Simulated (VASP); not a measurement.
Geometry relaxation of Al

The run: geometry relaxation of Al (Fm-3m, 1 atom in the cell). Method and program: Kohn-Sham DFT of a periodic cell, PBEsol, VASP PAW PBE potentials, recommended, no spin polarisation (VASP 6.6.1).

The structure derives from an entry of the Crystallography Open Database.

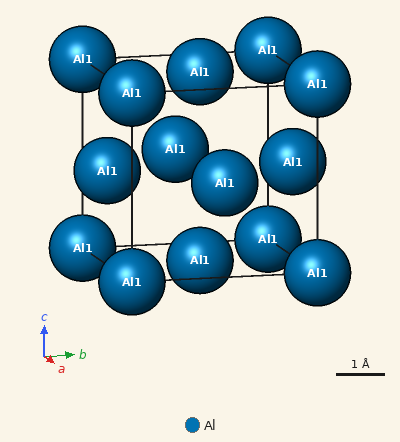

The structure as given in the input (spheres-only view of the cell 4 times as large as that of the calculation, set on its symmetry axes, seen slightly off an axis; atoms are numbered from 1 in the order of the input).

**INCAR**
```
PREC = Accurate ; ENCUT = 600
EDIFF = 1E-6 ; ISMEAR = 1
SIGMA = 0.1 ; LREAL = False
LASPH = True ; NELM = 80
ALGO = Normal ; ISIF = 3
LWAVE = False ; LCHARG = False
GGA = PS ; IBRION = 2
NSW = 90 ; EDIFFG = -0.01
```

**KPOINTS**
```
Automatic mesh
0
Gamma
  18 18 18
```

**POSCAR**
```
Al
1.0
    0.0000000000      2.0248050000      2.0248050000
    2.0248050000      0.0000000000      2.0248050000
    2.0248050000      2.0248050000      0.0000000000
Al
1
Direct
    0.0000000000      0.0000000000      0.0000000000
```

Run on 1 thread of Intel Xeon (Sapphire Rapids), 360 GiB of memory available, shared host.

Launch command:
```bash
cat potpaw_PBE.64/Al/POTCAR > POTCAR
mpirun -np 1 vasp_std > vasp.out
```

**OSZICAR**
```
N       E                     dE             d eps       ncg     rms          rms(c)
DAV:   1    -0.157154458136E+01   -0.15715E+01   -0.97056E+02  1980   0.385E+02
DAV:   2    -0.408940226721E+01   -0.25179E+01   -0.22722E+01  2440   0.339E+01
DAV:   3    -0.411503987841E+01   -0.25638E-01   -0.25499E-01  2645   0.400E+00
DAV:   4    -0.411512714377E+01   -0.87265E-04   -0.87264E-04  2570   0.228E-01
DAV:   5    -0.411512771510E+01   -0.57134E-06   -0.57138E-06  2660   0.147E-02    0.138E+00
DAV:   6    -0.409823893713E+01    0.16889E-01   -0.22513E-03  2360   0.316E-01    0.785E-01
DAV:   7    -0.408686149754E+01    0.11377E-01   -0.61303E-03  2295   0.505E-01    0.164E-01
DAV:   8    -0.408684744071E+01    0.14057E-04   -0.31318E-05  2550   0.583E-02    0.745E-03
DAV:   9    -0.408684668120E+01    0.75950E-06   -0.53467E-07  2350   0.516E-03
   1 F= -.40868467E+01 E0= -.40866258E+01  d E =-.408685E+01
       N       E                     dE             d eps       ncg     rms          rms(c)
DAV:   1    -0.408957303253E+01   -0.27256E-02   -0.39343E-02  2450   0.128E+00    0.176E-01
DAV:   2    -0.408937413496E+01    0.19890E-03   -0.26336E-04  2140   0.140E-01    0.627E-02
DAV:   3    -0.408924579230E+01    0.12834E-03   -0.48633E-05  2485   0.425E-02    0.224E-02
DAV:   4    -0.408923607610E+01    0.97162E-05   -0.54570E-06  2450   0.140E-02    0.137E-02
DAV:   5    -0.408923613303E+01   -0.56932E-07   -0.43559E-08  1210   0.224E-03
   2 F= -.40892361E+01 E0= -.40890054E+01  d E =-.238945E-02
       N       E                     dE             d eps       ncg     rms          rms(c)
DAV:   1    -0.408928300880E+01   -0.46933E-04   -0.50420E-04  2450   0.144E-01    0.196E-02
DAV:   2    -0.408928011033E+01    0.28985E-05   -0.33821E-06  2115   0.158E-02    0.711E-03
DAV:   3    -0.408927810391E+01    0.20064E-05   -0.60685E-07  1370   0.482E-03    0.206E-03
DAV:   4    -0.408927786092E+01    0.24298E-06   -0.85549E-08  1090   0.205E-03
   3 F= -.40892779E+01 E0= -.40890421E+01  d E =-.243118E-02
```

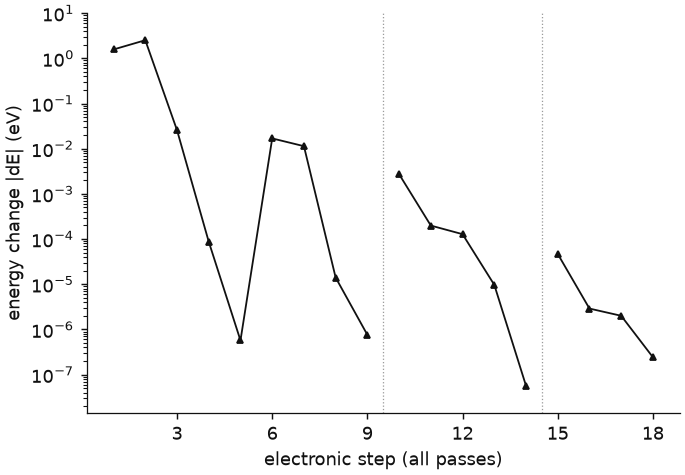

Convergence of the self-consistent field: energy change |dE| against the electronic step. Each stretch between dotted lines is the SCF of one geometry step of a relaxation. The 3 ionic steps take 4 to 9 electronic steps each. The density is held fixed in the first few steps, and dE rises again when its update begins.

**Parts of OUTCAR**
```
PREC = Accurate
   ENCUT = 600
   EDIFF = 1E-6
   ISMEAR = 1
   LREAL = False
   LASPH = True
   NELM = 80
   ISIF = 3
   GGA = PS
   IBRION = 2
   NSW = 90
   EDIFFG = -0.01

 ion  position               nearest neighbor table
   1  0.000  0.000  0.000-

  LATTYP: Found a face centered cubic cell.
 ALAT       =     4.0496100000

  Lattice vectors:

 A1 = (   0.0000000000,   2.0248050000,   2.0248050000)
 A2 = (   2.0248050000,   0.0000000000,   2.0248050000)
 A3 = (   2.0248050000,   2.0248050000,   0.0000000000)

Analysis of symmetry for initial positions (statically):
=====================================================================
 Subroutine PRICEL returns:
 Original cell was already a primitive cell.

 Routine SETGRP: Setting up the symmetry group for a
 face centered cubic supercell.

 Subroutine GETGRP returns: Found 48 space group operations
 (whereof 48 operations were pure point group operations)
 out of a pool of 48 trial point group operations.

The static configuration has the point symmetry O_h .

Analysis of symmetry for dynamics (positions and initial velocities):
=====================================================================
 Subroutine PRICEL returns:
 Original cell was already a primitive cell.

 Routine SETGRP: Setting up the symmetry group for a
 face centered cubic supercell.

 Subroutine GETGRP returns: Found 48 space group operations
 (whereof 48 operations were pure point group operations)
 out of a pool of 48 trial point group operations.

The dynamic configuration has the point symmetry O_h .

 Subroutine INISYM returns: Found 48 space group operations
 (whereof 48 operations are pure point group operations),
 and found     1 'primitive' translations

----------------------------------------------------------------------------------------

                                     Primitive cell

  volume of cell :      16.6027

  direct lattice vectors                    reciprocal lattice vectors
     0.000000000  2.024805000  2.024805000    -0.246937359  0.246937359  0.246937359
     2.024805000  0.000000000  2.024805000     0.246937359 -0.246937359  0.246937359
     2.024805000  2.024805000  0.000000000     0.246937359  0.246937359 -0.246937359

  length of vectors
     2.863506692  2.863506692  2.863506692     0.427708053  0.427708053  0.427708053

  position of ions in fractional coordinates (direct lattice)
     0.000000000  0.000000000  0.000000000

  ion indices of the primitive-cell ions
   primitive index   ion index
                 1           1

----------------------------------------------------------------------------------------

 KPOINTS: Automatic mesh

Automatic generation of k-mesh.
 Grid dimensions read from file:
 generate k-points for:   18   18   18

 Generating k-lattice:

  Cartesian coordinates                     Fractional coordinates (reciprocal lattice)
    -0.013718742  0.013718742  0.013718742     0.055555556  0.000000000  0.000000000
     0.013718742 -0.013718742  0.013718742     0.000000000  0.055555556  0.000000000
     0.013718742  0.013718742 -0.013718742     0.000000000  0.000000000  0.055555556

  Length of vectors
     0.023761558  0.023761558  0.023761558

  Shift w.r.t. Gamma in fractional coordinates (k-lattice)
     0.000000000  0.000000000  0.000000000

 Subroutine IBZKPT returns following result:
 ===========================================

 Found    195 irreducible k-points:

 Following reciprocal coordinates:
            Coordinates               Weight
  0.000000  0.000000  0.000000      1.000000
  0.055556  0.000000  0.000000      8.000000
  0.111111  0.000000  0.000000      8.000000
  0.166667  0.000000  0.000000      8.000000
  0.222222  0.000000  0.000000      8.000000
  0.277778  0.000000  0.000000      8.000000
  0.333333  0.000000  0.000000      8.000000
  0.388889  0.000000  0.000000      8.000000
  0.444444  0.000000  0.000000      8.000000
  0.500000  0.000000  0.000000      4.000000
  0.055556  0.055556  0.000000      6.000000
  0.111111  0.055556  0.000000     24.000000
  0.166667  0.055556  0.000000     24.000000
  0.222222  0.055556  0.000000     24.000000
  0.277778  0.055556  0.000000     24.000000
  0.333333  0.055556  0.000000     24.000000
  0.388889  0.055556  0.000000     24.000000
  0.444444  0.055556  0.000000     24.000000
  0.500000  0.055556  0.000000     24.000000
 -0.444444  0.055556  0.000000     24.000000
 -0.388889  0.055556  0.000000     24.000000
 -0.333333  0.055556  0.000000     24.000000
 -0.277778  0.055556  0.000000     24.000000
 -0.222222  0.055556  0.000000     24.000000
 [... further k-points ...]
   k-points           NKPTS =    195   k-points in BZ     NKDIM =    195   number of bands    NBANDS=      5
   number of dos      NEDOS =    301   number of ions     NIONS =      1
   total plane-waves  NPLWV =  13824
   dimension x,y,z NGX =    24 NGY =   24 NGZ =   24
   dimension x,y,z NGXF=    48 NGYF=   48 NGZF=   48
   ions per type =               1
   NGX,Y,Z   is equivalent  to a cutoff of  13.93, 13.93, 13.93 a.u.
   NGXF,Y,Z  is equivalent  to a cutoff of  27.87, 27.87, 27.87 a.u.
 SYSTEM =  unknown system
   PREC   = accura    normal or accurate (medium, high low for compatibility)
   ISTART =      0    job   : 0-new  1-cont  2-samecut
   ICHARG =      2    charge: 1-file 2-atom 10-const
   ISPIN  =      1    spin polarized calculation?
   LNONCOLLINEAR =      F non collinear calculations
   LSORBIT =      F    spin-orbit coupling
   LASPH  =      T    aspherical Exc in radial PAW
   ENCUT  =  600.0 eV  44.10 Ry    6.64 a.u.   5.72  5.72  5.72*2*pi/ulx,y,z
   NELM   =     80;   NELMIN=  2; NELMDL= -5     # of ELM steps
   EDIFF  = 0.1E-05   stopping-criterion for ELM
   LREAL  =      F    real-space projection
   EDIFFG = -.1E-01   stopping-criterion for IOM
   NSW    =     90    number of steps for IOM
   IBRION =      2    ionic relax: 0-MD 1-quasi-New 2-CG
   NFREE  =      1    steps in history (QN), initial steepest desc. (CG)
   ISIF   =      3    stress and relaxation
   ISYM   =      2    0-nonsym 1-usesym 2-fastsym
   POTIM  = 0.5000    time-step for ionic-motion
   TEBEG  =    0.0;   TEEND  =   0.0 temperature during run
   PSTRESS=    0.0 pullay stress
   NELECT =       3.0000    total number of electrons
   NUPDOWN=      -1.0000    fix difference up-down
   EMIN   =  10.00;   EMAX   =-10.00  energy-range for DOS
   EFERMI =   0.00;   METHOD = LEGACY
   ISMEAR =     1;   SIGMA  =   0.10  broadening in eV -4-tet -1-fermi 0-gaus
   EFERMI_NEDOS =   21; number of points for ismear=-14 and -15
   IALGO  =     38    algorithm
   IMIX   =      4    mixing-type and parameters
     AMIX     =   0.40;   BMIX     =  1.00
     AMIX_MAG =   1.60;   BMIX_MAG =  1.00
  volume/ion in A,a.u.               =      16.60       112.04
  Fermi-wavevector in a.u.,A,eV,Ry     =   0.925526  1.748991 11.654733  0.856599
  Thomas-Fermi vector in A             =   2.051390
   LORBIT       =      0    0 simple, 1 ext, 2 COOP (PROOUT), +10 PAW based schemes
   GGA     = PS    functional components
   LHFCALC =     F    Hartree Fock is set to
   AEXX    =    0.0000 exact exchange contribution
   IVDW    =     0    specifies the selected vdW correction
   LEPSILON=     F    determine dielectric tensor
   LRPA    =     F    only Hartree local field effects (RPA)
 conjugate gradient relaxation of ions
 non-spin polarized calculation
 Methfessel and Paxton  Order N= 1 SIGMA  =   0.10
  energy-cutoff  :      600.00
  volume of cell :       16.60
 maximum number of plane-waves:       568
   NGX = 11   NGY = 11   NGZ = 11

--------------------------------------- Ionic step        1  -------------------------------------------

 number of electron       3.0000000 magnetization

 Free energy of the ion-electron system (eV)
  ---------------------------------------------------
  ext. energy  EPLUGINS =         0.00000000
  ---------------------------------------------------
  free energy    TOTEN  =        -4.08684668 eV

  energy without entropy =       -4.08618398  energy(sigma->0) =       -4.08662578

------------------------ aborting loop because EDIFF is reached ----------------------------------------

  FORCE on cell =-STRESS in cart. coord.  units (eV):
  Direction    XX          YY          ZZ          XY          YZ          ZX
  --------------------------------------------------------------------------------------
  -------------------------------------------------------------------------------------
  Total       -0.1934147     -0.1934147     -0.1934147      0.0000000     -0.0000000     -0.0000000
  in kB      -18.6646798    -18.6646798    -18.6646798      0.0000000     -0.0000000     -0.0000000
  external PRESSURE =     -18.6646798 kB  Pullay stress =       0.0000000 kB

 VOLUME and BASIS-vectors are now :
 -----------------------------------------------------------------------------
  energy-cutoff  :      600.00
  volume of cell :       16.60
      direct lattice vectors                 reciprocal lattice vectors
     0.000000000  2.024805000  2.024805000    -0.246937359  0.246937359  0.246937359
     2.024805000  0.000000000  2.024805000     0.246937359 -0.246937359  0.246937359
     2.024805000  2.024805000  0.000000000     0.246937359  0.246937359 -0.246937359

 POSITION                                       TOTAL-FORCE (eV/Angst)
 -----------------------------------------------------------------------------------
      0.00000      0.00000      0.00000         0.000000      0.000000      0.000000
 -----------------------------------------------------------------------------------
    total drift:                               -0.000000      0.000000     -0.000000

  FREE ENERGIE OF THE ION-ELECTRON SYSTEM (eV)
  ---------------------------------------------------
  free  energy   TOTEN  =        -4.0868466812 eV

  energy  without entropy=       -4.0861839828  energy(sigma->0) =       -4.08662578

--------------------------------------- Ionic step        2  -------------------------------------------

 number of electron       3.0000000 magnetization

------------------------ aborting loop because EDIFF is reached ----------------------------------------

  FORCE on cell =-STRESS in cart. coord.  units (eV):
  Direction    XX          YY          ZZ          XY          YZ          ZX
  --------------------------------------------------------------------------------------
  -------------------------------------------------------------------------------------
  Total        0.0261831      0.0261831      0.0261831      0.0000000     -0.0000000      0.0000000
  in kB        2.5987597      2.5987597      2.5987597      0.0000000     -0.0000000      0.0000000
  external PRESSURE =       2.5987597 kB  Pullay stress =       0.0000000 kB

 VOLUME and BASIS-vectors are now :
 -----------------------------------------------------------------------------
  energy-cutoff  :      600.00
  volume of cell :       16.14
      direct lattice vectors                 reciprocal lattice vectors
     0.000000000  2.005911868  2.005911868    -0.249263195  0.249263195  0.249263195
     2.005911868 -0.000000000  2.005911868     0.249263195 -0.249263195  0.249263195
     2.005911868  2.005911868 -0.000000000     0.249263195  0.249263195 -0.249263195

 POSITION                                       TOTAL-FORCE (eV/Angst)
 -----------------------------------------------------------------------------------
      0.00000      0.00000      0.00000         0.000000      0.000000      0.000000
 -----------------------------------------------------------------------------------
    total drift:                                0.000000     -0.000000     -0.000000

  FREE ENERGIE OF THE ION-ELECTRON SYSTEM (eV)
  ---------------------------------------------------
  free  energy   TOTEN  =        -4.0892361330 eV

  energy  without entropy=       -4.0885438883  energy(sigma->0) =       -4.08900538

--------------------------------------- Ionic step        3  -------------------------------------------

 number of electron       3.0000000 magnetization

 Free energy of the ion-electron system (eV)
  ---------------------------------------------------
  ext. energy  EPLUGINS =         0.00000000
  ---------------------------------------------------
  free energy    TOTEN  =        -4.08927786 eV

  energy without entropy =       -4.08857044  energy(sigma->0) =       -4.08904205

 E-fermi :   8.1369     XC(G=0): -10.3251     alpha+bet :-15.1569

 val. band max:        8.1220762639   @ k =  -0.2778   0.2778   0.0556
 cond. band min:       8.1449432599   @ k =  -0.4444   0.3333   0.1111
 fundamental gap:      0.0228669959
 Fermi energy:         8.1369256105

 k-point     1 :       0.0000    0.0000    0.0000
  band No.  band energies     occupation
      1      -3.1138      2.00000
      2      20.8442      0.00000
      3      20.8442      0.00000
      4      20.8442      0.00000
      5      22.4779      0.00000

 k-point     2 :       0.0556    0.0000    0.0000
  band No.  band energies     occupation
      1      -3.0289      2.00000
      2      19.3428      0.00000
      3      20.5502      0.00000
      4      20.5502      0.00000
      5      22.9050      0.00000

 k-point     3 :       0.1111    0.0000    0.0000
  band No.  band energies     occupation
      1      -2.7744      2.00000
      2      17.1060      0.00000
      3      20.0508      0.00000
      4      20.0508      0.00000
      5      23.0786      0.00000

 k-point     4 :       0.1667    0.0000    0.0000
  band No.  band energies     occupation
      1      -2.3513      2.00000
      2      14.8496      0.00000
      3      19.6096      0.00000
      4      19.6096      0.00000
      5      22.9090      0.00000

 k-point     5 :       0.2222    0.0000    0.0000
  band No.  band energies     occupation
      1      -1.7612      2.00000
      2      12.6685      0.00000
      3      19.2838      0.00000
      4      19.2838      0.00000
      5      22.7328      0.00000

 [... the levels of 18 k-points are left out ...]

 k-point    24 :      -0.2222    0.0556    0.0000
  band No.  band energies     occupation
      1      -1.4530      2.00000
      2      12.0219      0.00000
      3      17.5319      0.00000
      4      20.4094      0.00000
      5      22.1676      0.00000

 [... further k-points ...]

------------------------ aborting loop because EDIFF is reached ----------------------------------------

  FORCE on cell =-STRESS in cart. coord.  units (eV):
  Direction    XX          YY          ZZ          XY          YZ          ZX
  --------------------------------------------------------------------------------------
  -------------------------------------------------------------------------------------
  Total        0.0001609      0.0001609      0.0001609     -0.0000000     -0.0000000     -0.0000000
  in kB        0.0159188      0.0159188      0.0159188     -0.0000000     -0.0000000     -0.0000000
  external PRESSURE =       0.0159188 kB  Pullay stress =       0.0000000 kB

 VOLUME and BASIS-vectors are now :
 -----------------------------------------------------------------------------
  energy-cutoff  :      600.00
  volume of cell :       16.19
      direct lattice vectors                 reciprocal lattice vectors
     0.000000000  2.008073295  2.008073295    -0.248994895  0.248994895  0.248994895
     2.008073295 -0.000000000  2.008073295     0.248994895 -0.248994895  0.248994895
     2.008073295  2.008073295 -0.000000000     0.248994895  0.248994895 -0.248994895

 POSITION                                       TOTAL-FORCE (eV/Angst)
 -----------------------------------------------------------------------------------
      0.00000      0.00000      0.00000         0.000000      0.000000      0.000000
 -----------------------------------------------------------------------------------
    total drift:                               -0.000000      0.000000     -0.000000

  FREE ENERGIE OF THE ION-ELECTRON SYSTEM (eV)
  ---------------------------------------------------
  free  energy   TOTEN  =        -4.0892778609 eV

  energy  without entropy=       -4.0885704388  energy(sigma->0) =       -4.08904205

 reached required accuracy - stopping structural energy minimisation
```

**CONTCAR**
```
Al
   1.00000000000000
     0.0000000000000000    2.0080732951530598    2.0080732951530598
     2.0080732951530598   -0.0000000000000000    2.0080732951530598
     2.0080732951530598    2.0080732951530598   -0.0000000000000000
  Al
     1
Direct
     0.0000000000000000    0.0000000000000000    0.0000000000000000

  0.00000000E+00  0.00000000E+00  0.00000000E+00
```

**Trajectory as extended XYZ (Å, eV, eV/Å), 3 frames, from step=0 to step=2**
```
1
Lattice="0.0000 2.0248 2.0248 2.0248 0.0000 2.0248 2.0248 2.0248 0.0000" Properties=species:S:1:pos:R:3:forces:R:3 step=0 energy=-4.08685
Al    0.0000    0.0000    0.0000    0.0000   0.0000   0.0000
1
Lattice="0.0000 2.0059 2.0059 2.0059 -0.0000 2.0059 2.0059 2.0059 -0.0000" Properties=species:S:1:pos:R:3:forces:R:3 step=1 energy=-4.08924
Al    0.0000    0.0000    0.0000    0.0000   0.0000   0.0000
1
Lattice="0.0000 2.0081 2.0081 2.0081 -0.0000 2.0081 2.0081 2.0081 -0.0000" Properties=species:S:1:pos:R:3:forces:R:3 step=2 energy=-4.08928
Al    0.0000    0.0000    0.0000    0.0000   0.0000   0.0000
```

**Results in brief**

| quantity | value |
| --- | --- |
| outcome | converged |
| space group (tolerance 0.01 Å) | Fm-3m (225) |
| electrons treated | 3 |
| free energy | −4.0893 eV |
| Fermi energy | 8.137 eV |
| gap on the k-point mesh | none (metallic) |
| pressure | 0.00 GPa |
| final volume | 16.19 Å³ |
| largest force (length of the vector) at the end | under 0.001 eV/Å |
| final cell | a = 2.840 Å, b = 2.840 Å, c = 2.840 Å, α = 60.00°, β = 60.00°, γ = 60.00° |
| wall time | 12 s |
| peak memory | 0.14 GiB |
